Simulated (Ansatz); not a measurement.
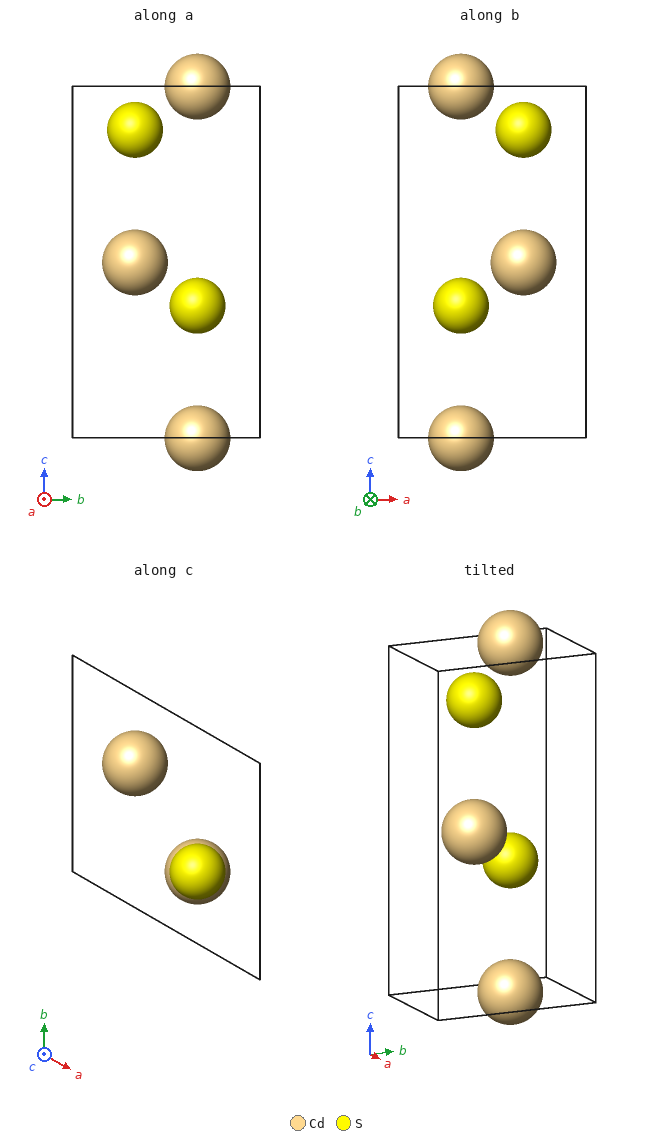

The crystal in a spheres-only representation, seen along the a axis, along the b axis, along the c axis and slightly off an axis. The lines enclose the conventional unit cell; boundary atoms appear with their images.

Lattice parameters: a = 4.3728 Å, b = 4.3728 Å, c = 7.1043 Å, α = 90.000°, β = 90.000°, γ = 120.000°.

**Transcribe the picture into a CIF with its space group and independent sites, with free fractional coordinates to two decimals.**

```cif
data_structure
_symmetry_space_group_name_H-M 'P 63 m c'
_symmetry_Int_Tables_number 186
_cell_length_a 4.3728
_cell_length_b 4.3728
_cell_length_c 7.1043
_cell_angle_alpha 90.000
_cell_angle_beta 90.000
_cell_angle_gamma 120.000
_cell_volume 117.65
loop_
_atom_site_label
_atom_site_type_symbol
_atom_site_symmetry_multiplicity
_atom_site_Wyckoff_symbol
_atom_site_fract_x
_atom_site_fract_y
_atom_site_fract_z
_atom_site_occupancy
Cd1 Cd 2 b 0.3333 0.6667 0.00 1
S1 S 2 b 0.3333 0.6667 0.38 1
```

Provenance: a structure type filled with these elements by a generator (whether the compound takes this form wasn't checked). The cell was then strained or its atoms displaced on purpose. Ansatz was used for an electronic-structure calculation on it.

At this level of theory the cell isn't at rest (stretched, at -5 GPa), so its distances can differ from those at equilibrium, the more so the softer the solid.
